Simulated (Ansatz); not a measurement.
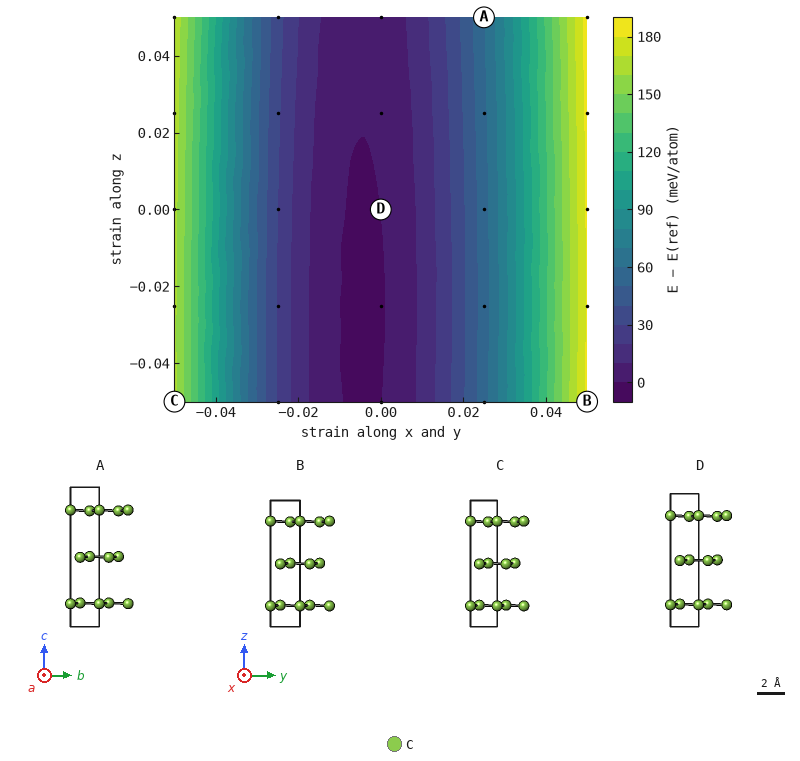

Energy scan for a crystal of C (R-3m), in which the cell is strained equally along x and y and separately along z, with the atoms kept at their fractional coordinates. x, y and z are the Cartesian axes of the input. The map is interpolated between the computed points (dots). The lettered frames are marked on it. The picture is a ball-and-stick view of the conventional cell (3 times the calculation's cell), repeated 2 × 2 × 1 with one cell outlined, seen along the a axis. Lengths and directions refer to the drawn axes.

These are results of DFT LDA, scalar-relativistic, plane waves, PAW in Ansatz, not measurements. Set-up: plane-wave cutoff 420 eV; k-point mesh 12 × 12 × 12; occupations gaussian; smearing width 0.05 eV; no spin polarisation. Energies (free energies at the smearing named) are counted from the cell as listed in its source, which wasn't relaxed.

Where is the lowest point of the map, and what else does it tell?

In pairs of (strain along x and y; strain along z): the lowest computed point lies at (0.000, −0.025) (−0.8 meV/atom), the highest at (0.050, 0.050) (185.0 meV/atom).  Over the ranges scanned the energy rises more along the first axis, the in-plane strain. The pressure runs from −38.0 GPa at (0.050, −0.050) to 52.0 GPa at (−0.050, −0.050). The frames lie at A (0.025, 0.050): 59.3 meV/atom, B (0.050, −0.050): 182.1 meV/atom, C (−0.050, −0.050): 162.1 meV/atom, D (0.000, 0.000): 0.0 meV/atom.

Limits of the set-up: layers or molecules are held without a dispersion correction, so their spacing is unreliable.
